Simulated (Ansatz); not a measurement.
# Chromium, bcc under LDA: how the k-point mesh moves the result, part 2 of 2

A convergence test of the k-point mesh. The geometry was relaxed under LDA beforehand and stays fixed; 8 values are run, from 3×3×3 to 23×23×23. Wanted are the values from which on the energy stays within 10 and 1 meV/atom, and the pressure within 0.5 GPa, of the last run. Within the series other settings stay, but some runs also write fields, which adds to their time. Spin polarisation is left out.

Ansatz 0.2.0; DFT LDA, plane waves with PAW, scalar-relativistic. The steps go on from the part before.

### Step 6. Run at 10×10×10

The run at 10×10×10.

Input file input.yaml:

```yaml
crystal:
  lattice:
    - [-1.3942485114, 1.3942485114, 1.3942485114]
    - [1.3942485114, -1.3942485114, 1.3942485114]
    - [1.3942485114, 1.3942485114, -1.3942485114]
  atoms:
    - { symbol: Cr, position: [0.0, 0.0, 0.0] }
hamiltonian:
  xc: lda
  pseudopotentials:
    kind: paw
    azcp:
      Cr: "pseudopotentials/Cr.paw.azcp"
basis:
  ecutwfc: 420
  fft_grid_basis: typed
kpoints:
  mp_grid: { grid: [10, 10, 10], shift: [0, 0, 0] }
magnetization:
  spin_polarized: false
scf:
  occupations: { method: fermi_dirac, width: 0.1 }
  lower_state_search: "off"
output:
  stress: true
```

On the command line:

```bash
$ ansatz run input.yaml --threads 2 --pin off --max-ram 5120MiB --backend cpu --events-out ev --progress --plain --runs-dir out
```

Output:

```text
Warning: <dir> the record states the generating functional pbe (its physics header spells it `PBE`), which answers neither for hamiltonian.xc's functional nor for the lda family's — results may be inconsistent (PPs are generated against a specific XC)
Warning: RAYON_NUM_THREADS=2 ignored (pool sized by the plan → 2); use --threads N
Engine: ansatz 0.2.0, aarch64-unknown-linux-gnu
Pseudopotentials: kind: paw
Pseudopotential: Cr, paw, valence charge 14, recommended cutoff 420 eV (normal), <dir>
Functional definition: SPW92
  exchange = slater_x
  correlation = pw_c
Crystal: 1 atoms, lattice volume = 10.841 Å³
Basis set: ecut = 420 eV, 201 PW (Γ)
Bands: 11, of which v1, the nominal top of the filled ones, is band 7 counted from 1 (6 counted from 0)
Symmetry: 48 space group operations
Space group: Im-3m (ITA 229), of the structure as read, at distance tolerance 2.2e-5 Å
k-points: 47 of 1000
Non-local potential: Cr, projectors of the file, l = 0: 3, l = 1: 2, l = 2: 3, l = 3: 1
PAW form: soft (Blöchl's): semilocal exchange-correlation on the pseudo side does not see the compensation charge
PAW frozen core: Cr, regenerated for the run's functional, and the local potential with it (the file was generated under x = pbe(κ = 0.804, μ = 0.2195149727645171), c = pbe(β = 0.06672455060314922))
PAW one-centre angular grid: Cr, 590 points (default); XC on 64 Gauss nodes
Initial density: superposition of atomic densities (neutral atoms: chi_scale 0, normalization atom), corrected by the library's trained network
Initial wavefunctions: pseudopotential atomic-orbital guess
Functional: x = slater, c = lda
SCF iter   1: F=—  HF=-3323.072628 eV  |F-HF|=—  |Δ(HF+E_count)|=         —  Δρ=1.12e-2  dr2=3.98e-3  ethr=1.77e-3  ⟨swp⟩=3.8  Hψ=2539  notcnv=0
preconditioner: auto → none  [metal: Δε(μ)=0.091 eV  Ē_g=7.897 eV  σ=0.100 eV  W_gap=0.22  n_scr=0 (ndim 8)  ℏωp=27.6 eV  f_vac=0.000  D(μ)=0.93/eV (n_scr^D=12)]
SCF iter   2: F=—  HF=-3323.071994 eV  |F-HF|=—  |Δ(HF+E_count)|=   6.34e-4  Δρ=5.06e-3  dr2=1.27e-3  ethr=2.85e-5  ⟨swp⟩=3.0  Hψ=1345  notcnv=0
SCF iter   3: F=—  HF=-3323.071752 eV  |F-HF|=—  |Δ(HF+E_count)|=   2.42e-4  Δρ=2.97e-3  dr2=2.86e-4  ethr=9.10e-6  ⟨swp⟩=3.0  Hψ=884  notcnv=0
SCF iter   4: F=—  HF=-3323.071697 eV  |F-HF|=—  |Δ(HF+E_count)|=   5.51e-5  Δρ=4.11e-4  dr2=6.92e-6  ethr=2.04e-6  ⟨swp⟩=2.6  Hψ=703  notcnv=0
SCF iter   5: F=—  HF=-3323.071701 eV  |F-HF|=—  |Δ(HF+E_count)|=   3.96e-6  Δρ=2.11e-5  dr2=1.25e-8  ethr=4.95e-8  ⟨swp⟩=2.6  Hψ=760  notcnv=0
SCF iter   6: F=-3323.071701 eV  HF=-3323.071701 eV  |F-HF|=4.09e-12  |Δ(HF+E_count)|=   2.46e-9  Δρ=3.07e-6  dr2=1.19e-10  ethr=8.94e-11  ⟨swp⟩=1.6  Hψ=1574  notcnv=0
SCF 1 converged in 6 iterations: F = -3323.071701 eV  dr2 = 1.19e-10
SCF converged after 6 iterations
Free energy (F): -3323.071701 eV
Harris-Foulkes:  -3323.071701 eV  (|F-HF|=4.09e-12)
Internal energy: -3323.040917 eV  (E = F + TS)
E sigma→0 (E₀):  -3323.056309 eV
Entropy (-TS):   -0.030784 eV (-30.784 meV/atom)
Fermi energy:    20.603666 eV
--- Per-component energies (eV) ---
  E_band       = -126.542377
  E_kinetic    = 345.597592
  E_local      = -1124.092356  (includes V_loc(G=0)·N_el)
  E_nonlocal   = 83.655772
  E_hartree    = 494.277203
  E_xc         = -139.945407
  E_vxc        = -179.542412  (∫ρ·V_xc dr)
  E_paw        = -1141.204597  (= ΣΔE_a)
  E_vpaw       = -240.715799  (= ΣTr[D̂ρ^β])
  E_aug_tail   = 0.000316  (compensation charges beyond the density's cutoff)
  E_ewald      = -1841.694563
  E_core_change = 0.365125  (= ΣΔE_core)
  E_smearing   = -0.030784  (= −TS)
  E_closure    = -0.000000  (closes the sum)
  Σ components = -3323.071701   (vs F -3323.071701, Δ=0.00e0)
--- Stress (GPa, compression-positive) ---
        0.420013      -0.000000       0.000000
        0.000000       0.420013       0.000000
        0.000000       0.000000       0.420013
  P = ⅓ Tr σ = 0.4200 GPa (4.200 kbar)
```

Run time: 0.44 s. Hardware: 2 threads of Arm Neoverse V1, shared host; peak memory 0.25 GiB.

### Step 7. Run at 13×13×13

The run at 13×13×13.

input.yaml: that of step 6 with these lines changed.

```diff
@@ -17,3 +17,3 @@
 kpoints:
-  mp_grid: { grid: [10, 10, 10], shift: [0, 0, 0] }
+  mp_grid: { grid: [13, 13, 13], shift: [0, 0, 0] }
 magnetization:
```

On the command line:

```bash
$ ansatz run input.yaml --threads 2 --pin off --max-ram 5120MiB --backend cpu --events-out ev --progress --plain --runs-dir out
```

Output:

```text
Warning: <dir> the record states the generating functional pbe (its physics header spells it `PBE`), which answers neither for hamiltonian.xc's functional nor for the lda family's — results may be inconsistent (PPs are generated against a specific XC)
Warning: RAYON_NUM_THREADS=2 ignored (pool sized by the plan → 2); use --threads N
Engine: ansatz 0.2.0, aarch64-unknown-linux-gnu
Pseudopotentials: kind: paw
Pseudopotential: Cr, paw, valence charge 14, recommended cutoff 420 eV (normal), <dir>
Functional definition: SPW92
  exchange = slater_x
  correlation = pw_c
Crystal: 1 atoms, lattice volume = 10.841 Å³
Basis set: ecut = 420 eV, 201 PW (Γ)
Bands: 11, of which v1, the nominal top of the filled ones, is band 7 counted from 1 (6 counted from 0)
Symmetry: 48 space group operations
Space group: Im-3m (ITA 229), of the structure as read, at distance tolerance 2.2e-5 Å
k-points: 84 of 2197
Non-local potential: Cr, projectors of the file, l = 0: 3, l = 1: 2, l = 2: 3, l = 3: 1
PAW form: soft (Blöchl's): semilocal exchange-correlation on the pseudo side does not see the compensation charge
PAW frozen core: Cr, regenerated for the run's functional, and the local potential with it (the file was generated under x = pbe(κ = 0.804, μ = 0.2195149727645171), c = pbe(β = 0.06672455060314922))
PAW one-centre angular grid: Cr, 590 points (default); XC on 64 Gauss nodes
Initial density: superposition of atomic densities (neutral atoms: chi_scale 0, normalization atom), corrected by the library's trained network
Initial wavefunctions: pseudopotential atomic-orbital guess
Functional: x = slater, c = lda
SCF iter   1: F=—  HF=-3323.082081 eV  |F-HF|=—  |Δ(HF+E_count)|=         —  Δρ=1.08e-2  dr2=3.87e-3  ethr=1.77e-3  ⟨swp⟩=3.8  Hψ=4525  notcnv=0
preconditioner: auto → none  [metal: Δε(μ)=0.150 eV  Ē_g=7.901 eV  σ=0.100 eV  W_gap=0.36  n_scr=0 (ndim 8)  ℏωp=27.6 eV  f_vac=0.000  D(μ)=0.59/eV (n_scr^D=0)]
SCF iter   2: F=—  HF=-3323.081476 eV  |F-HF|=—  |Δ(HF+E_count)|=   6.05e-4  Δρ=4.80e-3  dr2=1.20e-3  ethr=2.76e-5  ⟨swp⟩=2.9  Hψ=2402  notcnv=0
SCF iter   3: F=—  HF=-3323.081237 eV  |F-HF|=—  |Δ(HF+E_count)|=   2.39e-4  Δρ=2.76e-3  dr2=2.26e-4  ethr=8.59e-6  ⟨swp⟩=2.9  Hψ=1497  notcnv=0
SCF iter   4: F=—  HF=-3323.081208 eV  |F-HF|=—  |Δ(HF+E_count)|=   2.94e-5  Δρ=1.16e-3  dr2=4.23e-5  ethr=1.62e-6  ⟨swp⟩=1.0  Hψ=924  notcnv=0
SCF iter   5: F=—  HF=-3323.081206 eV  |F-HF|=—  |Δ(HF+E_count)|=   1.97e-6  Δρ=2.30e-4  dr2=1.69e-6  ethr=3.02e-7  ⟨swp⟩=2.2  Hψ=1156  notcnv=0
SCF iter   6: F=-3323.081206 eV  HF=-3323.081206 eV  |F-HF|=7.15e-9  |Δ(HF+E_count)|=   2.35e-7  Δρ=2.23e-5  dr2=1.53e-8  ethr=7.14e-10  ⟨swp⟩=2.2  Hψ=3393  notcnv=0
SCF 1 converged in 6 iterations: F = -3323.081206 eV  dr2 = 1.53e-8
SCF converged after 6 iterations
Free energy (F): -3323.081206 eV
Harris-Foulkes:  -3323.081206 eV  (|F-HF|=7.15e-9)
Internal energy: -3323.059827 eV  (E = F + TS)
E sigma→0 (E₀):  -3323.070516 eV
Entropy (-TS):   -0.021379 eV (-21.379 meV/atom)
Fermi energy:    20.583362 eV
--- Per-component energies (eV) ---
  E_band       = -126.590863
  E_kinetic    = 345.586075
  E_local      = -1124.056669  (includes V_loc(G=0)·N_el)
  E_nonlocal   = 83.641564
  E_hartree    = 494.250539
  E_xc         = -139.949769
  E_vxc        = -179.548116  (∫ρ·V_xc dr)
  E_paw        = -1141.202444  (= ΣΔE_a)
  E_vpaw       = -240.719358  (= ΣTr[D̂ρ^β])
  E_aug_tail   = 0.000316  (compensation charges beyond the density's cutoff)
  E_ewald      = -1841.694563
  E_core_change = 0.365125  (= ΣΔE_core)
  E_smearing   = -0.021379  (= −TS)
  E_closure    = 0.000000  (closes the sum)
  Σ components = -3323.081206   (vs F -3323.081206, Δ=0.00e0)
--- Stress (GPa, compression-positive) ---
        0.078312      -0.000000       0.000000
        0.000000       0.078312       0.000000
        0.000000      -0.000000       0.078312
  P = ⅓ Tr σ = 0.0783 GPa (0.783 kbar)
```

Run time: 0.59 s. Hardware: 2 threads of Arm Neoverse V1, shared host; peak memory 0.25 GiB.

### Step 8. Run at 17×17×17

The run at 17×17×17.

input.yaml: that of step 7 with these lines changed.

```diff
@@ -17,3 +17,3 @@
 kpoints:
-  mp_grid: { grid: [13, 13, 13], shift: [0, 0, 0] }
+  mp_grid: { grid: [17, 17, 17], shift: [0, 0, 0] }
 magnetization:
@@ -25 +25,5 @@
   stress: true
+  write_density: true
+  write_potential: true
+  elf: true
+  volumetric_format: npy
```

On the command line:

```bash
$ ansatz run input.yaml --threads 2 --pin off --max-ram 5120MiB --backend cpu --events-out ev --progress --plain --runs-dir out
```

Output:

```text
Warning: <dir> the record states the generating functional pbe (its physics header spells it `PBE`), which answers neither for hamiltonian.xc's functional nor for the lda family's — results may be inconsistent (PPs are generated against a specific XC)
Warning: RAYON_NUM_THREADS=2 ignored (pool sized by the plan → 2); use --threads N
Engine: ansatz 0.2.0, aarch64-unknown-linux-gnu
Pseudopotentials: kind: paw
Pseudopotential: Cr, paw, valence charge 14, recommended cutoff 420 eV (normal), <dir>
Functional definition: SPW92
  exchange = slater_x
  correlation = pw_c
Crystal: 1 atoms, lattice volume = 10.841 Å³
Basis set: ecut = 420 eV, 201 PW (Γ)
Bands: 11, of which v1, the nominal top of the filled ones, is band 7 counted from 1 (6 counted from 0)
Symmetry: 48 space group operations
Space group: Im-3m (ITA 229), of the structure as read, at distance tolerance 2.2e-5 Å
k-points: 165 of 4913
Non-local potential: Cr, projectors of the file, l = 0: 3, l = 1: 2, l = 2: 3, l = 3: 1
PAW form: soft (Blöchl's): semilocal exchange-correlation on the pseudo side does not see the compensation charge
PAW frozen core: Cr, regenerated for the run's functional, and the local potential with it (the file was generated under x = pbe(κ = 0.804, μ = 0.2195149727645171), c = pbe(β = 0.06672455060314922))
PAW one-centre angular grid: Cr, 590 points (default); XC on 64 Gauss nodes
Initial density: superposition of atomic densities (neutral atoms: chi_scale 0, normalization atom), corrected by the library's trained network
Initial wavefunctions: pseudopotential atomic-orbital guess
Functional: x = slater, c = lda
SCF iter   1: F=—  HF=-3323.081183 eV  |F-HF|=—  |Δ(HF+E_count)|=         —  Δρ=1.03e-2  dr2=3.35e-3  ethr=1.77e-3  ⟨swp⟩=3.8  Hψ=8913  notcnv=0
preconditioner: auto → none  [metal: Δε(μ)=0.030 eV  Ē_g=7.904 eV  σ=0.100 eV  W_gap=0.07  n_scr=0 (ndim 8)  ℏωp=27.6 eV  f_vac=0.000  D(μ)=0.57/eV (n_scr^D=0)]
SCF iter   2: F=—  HF=-3323.080622 eV  |F-HF|=—  |Δ(HF+E_count)|=   5.60e-4  Δρ=4.45e-3  dr2=9.17e-4  ethr=2.39e-5  ⟨swp⟩=2.9  Hψ=4646  notcnv=0
SCF iter   3: F=—  HF=-3323.080468 eV  |F-HF|=—  |Δ(HF+E_count)|=   1.54e-4  Δρ=2.57e-3  dr2=2.09e-4  ethr=6.55e-6  ⟨swp⟩=3.0  Hψ=3022  notcnv=0
SCF iter   4: F=—  HF=-3323.080431 eV  |F-HF|=—  |Δ(HF+E_count)|=   3.69e-5  Δρ=1.11e-4  dr2=7.08e-7  ethr=1.49e-6  ⟨swp⟩=2.8  Hψ=2919  notcnv=0
SCF iter   5: F=—  HF=-3323.080432 eV  |F-HF|=—  |Δ(HF+E_count)|=   1.25e-6  Δρ=7.97e-6  dr2=2.90e-9  ethr=5.06e-9  ⟨swp⟩=1.9  Hψ=2261  notcnv=0
SCF iter   6: F=-3323.080432 eV  HF=-3323.080432 eV  |F-HF|=3.64e-12  |Δ(HF+E_count)|=   1.09e-9  Δρ=1.65e-6  dr2=3.27e-11  ethr=2.07e-11  ⟨swp⟩=3.9  Hψ=7616  notcnv=0
SCF 1 converged in 6 iterations: F = -3323.080432 eV  dr2 = 3.27e-11
SCF converged after 6 iterations
Free energy (F): -3323.080432 eV
Harris-Foulkes:  -3323.080432 eV  (|F-HF|=3.64e-12)
Internal energy: -3323.059958 eV  (E = F + TS)
E sigma→0 (E₀):  -3323.070195 eV
Entropy (-TS):   -0.020474 eV (-20.474 meV/atom)
Fermi energy:    20.571916 eV
--- Per-component energies (eV) ---
  E_band       = -126.528189
  E_kinetic    = 345.610879
  E_local      = -1124.170755  (includes V_loc(G=0)·N_el)
  E_nonlocal   = 83.670004
  E_hartree    = 494.335418
  E_xc         = -139.947539
  E_vxc        = -179.545257  (∫ρ·V_xc dr)
  E_paw        = -1141.228843  (= ΣΔE_a)
  E_vpaw       = -240.764248  (= ΣTr[D̂ρ^β])
  E_aug_tail   = 0.000316  (compensation charges beyond the density's cutoff)
  E_ewald      = -1841.694563
  E_core_change = 0.365125  (= ΣΔE_core)
  E_smearing   = -0.020474  (= −TS)
  E_closure    = 0.000000  (closes the sum)
  Σ components = -3323.080432   (vs F -3323.080432, Δ=0.00e0)
--- Stress (GPa, compression-positive) ---
        0.019097      -0.000000      -0.000000
        0.000000       0.019097      -0.000000
        0.000000       0.000000       0.019097
  P = ⅓ Tr σ = 0.0191 GPa (0.191 kbar)
--- Band table (eV; the first three rows and the last of 165) ---
  k-point 0: bands = ["-50.7200", "-21.7000", "-21.7000", "-21.7000", "12.5175", "19.5535", "19.5535", "19.5535", "21.7428", "21.7428", "43.4148"]
  k-point 1: bands = ["-50.7108", "-21.7408", "-21.7124", "-21.7004", "12.6785", "19.4881", "19.5431", "19.6674", "21.6686", "21.7476", "43.0688"]
  k-point 2: bands = ["-50.6845", "-21.8567", "-21.7477", "-21.7013", "13.1446", "19.3047", "19.4915", "20.0016", "21.5025", "21.7641", "42.0925"]
  k-point 164: bands = ["-50.2583", "-22.4827", "-22.4749", "-22.4749", "15.8243", "15.8330", "23.1615", "23.1615", "23.2385", "31.3458", "31.9201"]
```

Wall time 1.2 s (2 threads of Arm Neoverse V1, shared host); peak memory 0.28 GiB.

### Step 9. Run at 23×23×23

The run at 23×23×23.

input.yaml: that of step 8 with these lines changed.

```diff
@@ -17,3 +17,3 @@
 kpoints:
-  mp_grid: { grid: [17, 17, 17], shift: [0, 0, 0] }
+  mp_grid: { grid: [23, 23, 23], shift: [0, 0, 0] }
 magnetization:
@@ -25,5 +25 @@
   stress: true
-  write_density: true
-  write_potential: true
-  elf: true
-  volumetric_format: npy
```

On the command line:

```bash
$ ansatz run input.yaml --threads 2 --pin off --max-ram 5120MiB --backend cpu --events-out ev --progress --plain --runs-dir out
```

Output:

```text
Warning: <dir> the record states the generating functional pbe (its physics header spells it `PBE`), which answers neither for hamiltonian.xc's functional nor for the lda family's — results may be inconsistent (PPs are generated against a specific XC)
Warning: RAYON_NUM_THREADS=2 ignored (pool sized by the plan → 2); use --threads N
Engine: ansatz 0.2.0, aarch64-unknown-linux-gnu
Pseudopotentials: kind: paw
Pseudopotential: Cr, paw, valence charge 14, recommended cutoff 420 eV (normal), <dir>
Functional definition: SPW92
  exchange = slater_x
  correlation = pw_c
Crystal: 1 atoms, lattice volume = 10.841 Å³
Basis set: ecut = 420 eV, 201 PW (Γ)
Bands: 11, of which v1, the nominal top of the filled ones, is band 7 counted from 1 (6 counted from 0)
Symmetry: 48 space group operations
Space group: Im-3m (ITA 229), of the structure as read, at distance tolerance 2.2e-5 Å
k-points: 364 of 12167
Non-local potential: Cr, projectors of the file, l = 0: 3, l = 1: 2, l = 2: 3, l = 3: 1
PAW form: soft (Blöchl's): semilocal exchange-correlation on the pseudo side does not see the compensation charge
PAW frozen core: Cr, regenerated for the run's functional, and the local potential with it (the file was generated under x = pbe(κ = 0.804, μ = 0.2195149727645171), c = pbe(β = 0.06672455060314922))
PAW one-centre angular grid: Cr, 590 points (default); XC on 64 Gauss nodes
Initial density: superposition of atomic densities (neutral atoms: chi_scale 0, normalization atom), corrected by the library's trained network
Initial wavefunctions: pseudopotential atomic-orbital guess
Functional: x = slater, c = lda
SCF iter   1: F=—  HF=-3323.079143 eV  |F-HF|=—  |Δ(HF+E_count)|=         —  Δρ=1.01e-2  dr2=3.14e-3  ethr=1.77e-3  ⟨swp⟩=3.9  Hψ=19598  notcnv=0
preconditioner: auto → none  [metal: Δε(μ)=0.036 eV  Ē_g=7.899 eV  σ=0.100 eV  W_gap=0.09  n_scr=0 (ndim 8)  ℏωp=27.6 eV  f_vac=0.000  D(μ)=0.66/eV (n_scr^D=12)]
SCF iter   2: F=—  HF=-3323.078649 eV  |F-HF|=—  |Δ(HF+E_count)|=   4.94e-4  Δρ=4.36e-3  dr2=9.13e-4  ethr=2.24e-5  ⟨swp⟩=2.9  Hψ=10188  notcnv=0
SCF iter   3: F=—  HF=-3323.078505 eV  |F-HF|=—  |Δ(HF+E_count)|=   1.44e-4  Δρ=2.56e-3  dr2=2.13e-4  ethr=6.52e-6  ⟨swp⟩=2.8  Hψ=6455  notcnv=0
SCF iter   4: F=—  HF=-3323.078469 eV  |F-HF|=—  |Δ(HF+E_count)|=   3.64e-5  Δρ=1.14e-4  dr2=7.54e-7  ethr=1.52e-6  ⟨swp⟩=2.8  Hψ=6460  notcnv=0
SCF iter   5: F=—  HF=-3323.078469 eV  |F-HF|=—  |Δ(HF+E_count)|=   1.25e-7  Δρ=8.32e-6  dr2=2.66e-9  ethr=5.39e-9  ⟨swp⟩=1.8  Hψ=5047  notcnv=0
SCF iter   6: F=-3323.078469 eV  HF=-3323.078469 eV  |F-HF|=3.18e-12  |Δ(HF+E_count)|=   1.07e-9  Δρ=1.96e-6  dr2=4.58e-11  ethr=1.90e-11  ⟨swp⟩=1.9  Hψ=11388  notcnv=0
SCF 1 converged in 6 iterations: F = -3323.078469 eV  dr2 = 4.58e-11
SCF converged after 6 iterations
Free energy (F): -3323.078469 eV
Harris-Foulkes:  -3323.078469 eV  (|F-HF|=3.18e-12)
Internal energy: -3323.055729 eV  (E = F + TS)
E sigma→0 (E₀):  -3323.067099 eV
Entropy (-TS):   -0.022739 eV (-22.739 meV/atom)
Fermi energy:    20.562479 eV
--- Per-component energies (eV) ---
  E_band       = -126.486386
  E_kinetic    = 345.628277
  E_local      = -1124.235187  (includes V_loc(G=0)·N_el)
  E_nonlocal   = 83.687002
  E_hartree    = 494.383659
  E_xc         = -139.946693
  E_vxc        = -179.544186  (∫ρ·V_xc dr)
  E_paw        = -1141.243665  (= ΣΔE_a)
  E_vpaw       = -240.789979  (= ΣTr[D̂ρ^β])
  E_aug_tail   = 0.000316  (compensation charges beyond the density's cutoff)
  E_ewald      = -1841.694563
  E_core_change = 0.365125  (= ΣΔE_core)
  E_smearing   = -0.022739  (= −TS)
  E_closure    = -0.000000  (closes the sum)
  Σ components = -3323.078469   (vs F -3323.078469, Δ=0.00e0)
--- Stress (GPa, compression-positive) ---
        0.029724       0.000000      -0.000000
       -0.000000       0.029724      -0.000000
        0.000000       0.000000       0.029724
  P = ⅓ Tr σ = 0.0297 GPa (0.297 kbar)
```

Run time: 1.8 s. Hardware: 2 threads of Arm Neoverse V1, shared host; peak memory 0.32 GiB.

### Step 10. All values side by side

Differences are taken from the run at 23×23×23.

```tsv
k-mesh	k-points	E(σ → 0) (meV/atom)	P (GPa)	SCF cycles	CPU time
3×3×3	4	387.06	14.69	6	0.93 s
4×4×4	8	34.74	-1.17	6	0.37 s
6×6×6	16	-54.53	-0.93	6	0.52 s
8×8×8	29	10.98	0.77	6	0.52 s
10×10×10	47	10.79	0.42	6	0.68 s
13×13×13	84	-3.42	0.08	6	0.98 s
17×17×17	165	-3.10	0.02	6	2.1 s
23×23×23	364	0.00	0.03	6	3.2 s
```

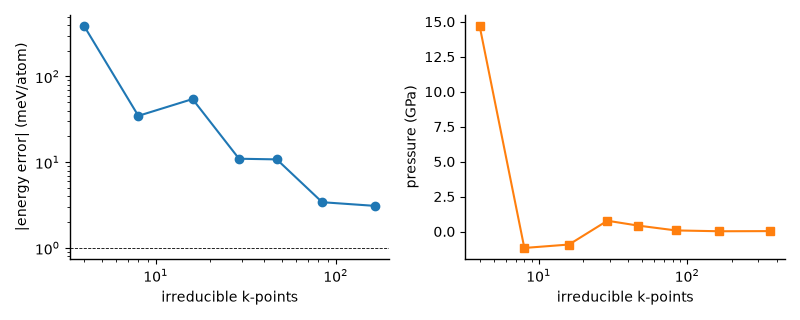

Energy and pressure against the k-point mesh; the dashed line marks 1 meV/atom.

### Step 11. Results

What follows sums up all 2 parts.

| quantity | value |
| --- | --- |
| E(σ → 0) stays within 10 meV/atom of 23×23×23 | from 13×13×13 on |
| E(σ → 0) stays within 1 meV/atom | not reached before 23×23×23 |
| pressure stays within 0.5 GPa | from 10×10×10 on |
| pressure at 23×23×23 | 0.03 GPa |
| CPU time, dearest over cheapest | 8.8 |
| energy of a separate run on a finer mesh (26×26×26) | +1.0 meV/atom from 23×23×23 |

What this shows: The far end, 3×3×3, lies +387.1 meV/atom and +14.7 GPa from the yardstick. Convergence in k is not monotonic; the energy swings about its limit. The energy has not settled to 1 meV/atom before the last mesh. A Fermi surface needs many points. The yardstick itself is unsettled by 1.0 meV/atom against the finer mesh, so the thresholds above hold only within this series. The cell taken over is 10 % smaller than the measured one (11.99 Å³/atom, COD), which weighs on all values here.
